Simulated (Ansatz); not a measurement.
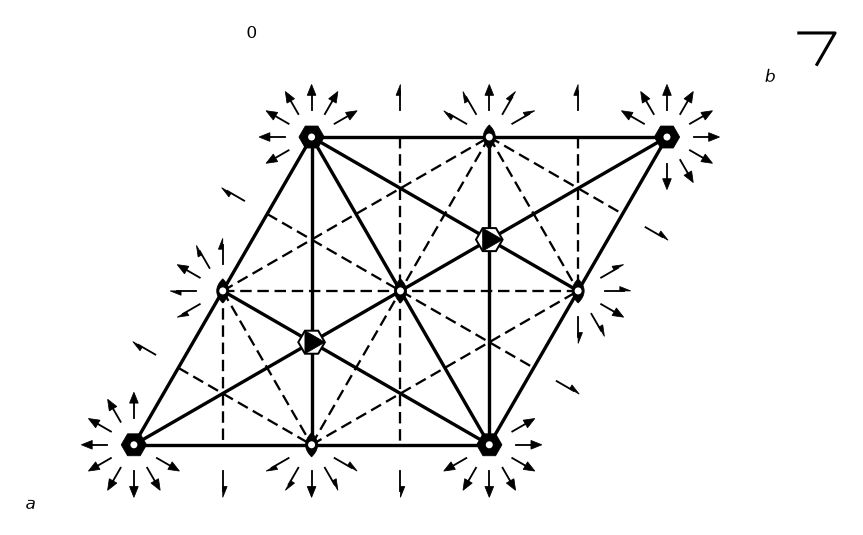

Symmetry elements of a space group, projected down c, computed from the operations of a computed or model structure of composition GaN, which need not be its known form.

Symbols follow the International Tables: origin at the upper left, the third axis towards the viewer; heavy, dashed, dotted, dash-dotted and dash-dot-dot lines are mirror, in-plane glide, out-of-plane glide, diagonal (n; with arrows d) and double (e) glide planes seen edge on; arrows at the rim are 2 (full head) and 2₁ (half head) axes in the plane; the corner sign is a plane parallel to the page; fractions are heights. Handed screw axes carry their printed symbol instead of tails.

Question: Identify the space group.

Answer: P6/mmm, No. 191; primitive hexagonal, point group 6/mmm, 24 general positions a cell.

Question: List the elements shown.

Answer: −6 axes along c at (1/3, 2/3), (2/3, 1/3); 6 axes along c at (0, 0); 2 axes along c at (0, 1/2), (1/2, 0), (1/2, 1/2); inversion centres at (0, 0), (0, 1/2), (1/2, 0), (1/2, 1/2); mirror planes holding c and [1 1 0] or [1 2 0] or [2 1 0] or [−1 1 0]; in-plane glide planes holding c and [1 1 0] or [1 2 0] or [2 1 0] or [−1 1 0]; mirror planes normal to a*, at x = 0; b glide planes normal to a*, at x = 1/2; mirror planes normal to b*, at y = 0; a glide planes normal to b*, at y = 1/2; a mirror plane normal to c at height 0; 2 axes along [1 1 0] at height 0; 2 axes along [1 2 0] at height 0; 2 axes along [2 1 0] at height 0; 2 axes along [−1 1 0] at height 0; 2 axes along a at height 0; 2 axes along b at height 0; 2₁ axes along [1 1 0] at height 0; 2₁ axes along [1 2 0] at height 0; 2₁ axes along [2 1 0] at height 0; 2₁ axes along [−1 1 0] at height 0; 2₁ axes along a at height 0; 2₁ axes along b at height 0. Heights repeat every half period; positions are (a, b) fractions, modulo 1.

Question: Write the general positions (in any order).

Answer: x, y, z; −x, −y, −z; x−y, x, z; −x+y, −x, −z; −y, x−y, z; y, −x+y, −z; −x, −y, z; x, y, −z; −x+y, −x, z; x−y, x, −z; y, −x+y, z; −y, x−y, −z; −y, −x, −z; y, x, z; −x, −x+y, −z; x, x−y, z; −x+y, y, −z; x−y, −y, z; y, x, −z; −y, −x, z; x, x−y, −z; −x, −x+y, z; x−y, −y, −z; −x+y, y, z
